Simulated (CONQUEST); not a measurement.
**A series of single points on MgS**

System: MgS (P6₃mc, 8 atoms in the cell).
Method: Kohn-Sham DFT of a periodic cell, PBE, PseudoDojo NC PBE, no spin polarisation (CONQUEST 1.3).

The 7 runs differ only in the geometry, by an even scaling of the cell at fixed fractional positions. The structure derives from a Materials Project entry.

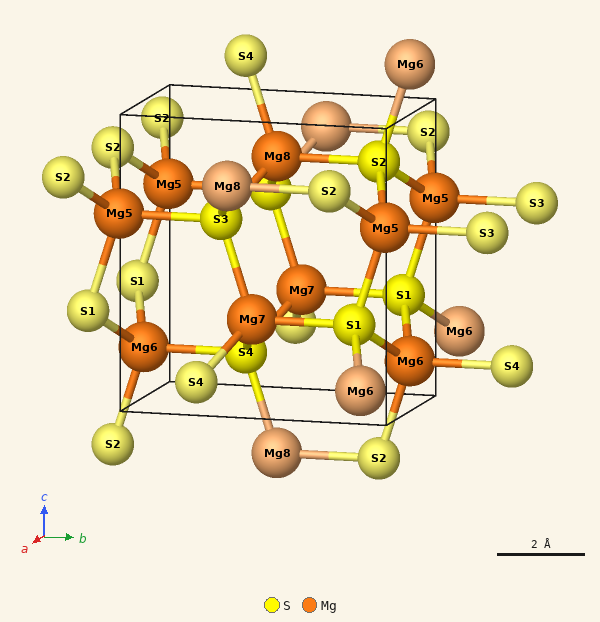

Figure 1. The structure of run 4 (ball-and-stick view of the cell of the calculation, seen slightly off an axis; neighbours outside the cell are drawn fainter; atoms are numbered from 1 in the order of the input).

### Input of run 4
```
IO.Title MgS
IO.Coordinates coords.dat
IO.FractionalAtomicCoords T
IO.Iprint 2
IO.Iprint_init 1
General.NumberOfSpecies 2
General.PseudopotentialType hamann
AtomMove.TypeOfRun static
AtomMove.FullStress T
Grid.PointsAlongX 40
Grid.PointsAlongY 60
Grid.PointsAlongZ 72
DM.SolutionMethod diagon
Diag.MPMesh T
Diag.GammaCentred T
Diag.MPMeshX 7
Diag.MPMeshY 4
Diag.MPMeshZ 4
Diag.kT 0.00183747
minE.SCTolerance 1e-6
SC.MaxIters 100
IO.AtomChargeOutput T
%block ChemicalSpeciesLabel
1 32.070 S
2 24.310 Mg
%endblock
```

Command:
```bash
Conquest
```

Lattice vectors (Å) and fractional positions of run 4:
```
   4.034622    0.000000    0.000000
   0.000000    6.432294    0.000000
   0.000000    0.000000    6.988171
S   0.000000  0.879244  0.333333
S   0.500000  0.879244  0.833333
S   0.000000  0.379244  0.666667
S   0.500000  0.379244  0.166667
Mg  0.000000  0.995755  0.666667
Mg  0.500000  0.995755  0.166667
Mg  0.000000  0.495755  0.333333
Mg  0.500000  0.495755  0.833333
```

Run 2 has the same physical settings and fractional positions; its lattice vectors (Å) are:
```
   3.980094    0.000000    0.000000
   0.000000    6.345361    0.000000
   0.000000    0.000000    6.893725
```

### Results, with one run withheld

| run | volume per atom (Å³) | free energy per atom, from the lowest run given (meV) | pressure (GPa) | gap on the mesh (eV) |
| --- | --- | --- | --- | --- |
| 1 | 21.309 | 55.35 | 7.44 | 3.73 |
| 2 | 21.763 | ? | ? | ? |
| 3 | 22.216 | 22.10 | 4.38 | 3.49 |
| 4 | 22.670 | 11.62 | 3.05 | 3.38 |
| 5 | 23.123 | 4.65 | 1.88 | 3.27 |
| 6 | 23.576 | 0.86 | 0.81 | 3.16 |
| 7 | 24.030 | 0.00 | −0.19 | 3.07 |

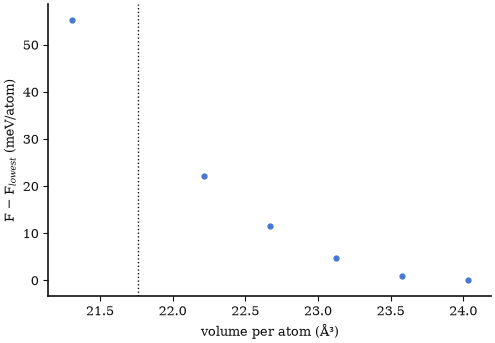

Figure 2. Free energy per atom of the runs given; the dotted line marks run 2.

Estimate the energy of run 2 from the others.

A cubic polynomial in V^(−2/3) (the Birch–Murnaghan form), fitted to the 6 runs given, misses them by at most 0.02 meV per atom. With x = V^(−2/3) − 0.12440 Å⁻², it reads F = 9.4058 + 4688.5 x + 5.849e+05 x² + 8.9939e+05 x³ (meV per atom). At run 2 it gives 36.53 meV per atom, and the run itself gives 36.57. The slope of the fit gives a pressure −dF/dV of 5.84 GPa there, and the run prints 5.85 GPa. The fit has its minimum at 23.950 Å³ per atom, where V d²F/dV² gives 49.4 GPa. Cell shape and fractional positions are held, so this is the stiffness under even scaling; the relaxed bulk modulus wasn't computed. The gap on the mesh goes, without turning, from 3.73 eV in run 1 to 3.07 eV in run 7; run 2 has 3.60 eV. These are gaps of this functional on this mesh, which can miss the band edges; they aren't the measured gap.

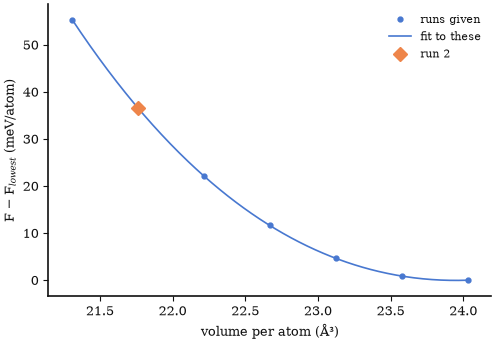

Figure 3. The fit and the withheld run.

### Some lines of the output (run 2)
```
[...]
      Using Fermi-Dirac smearing
          DFT Total Energy                 :      -281.968206558195618 Ha
          DFT Total Energy                 :      -282.034490669753268 Ha
          DFT Total Energy                 :      -282.034707584282501 Ha
          DFT Total Energy                 :      -282.034767359431839 Ha
          DFT Total Energy                 :      -282.034768314199937 Ha
          DFT Total Energy                 :      -282.034768369773474 Ha
          DFT Total Energy                 :      -282.034768394844605 Ha
      |* DFT total energy        =      -282.034768394844605 Ha
    force: Average pressure:      5.84859976 GPa
```

Notes: With a small basis of atomic orbitals these values can differ much from converged plane-wave results.
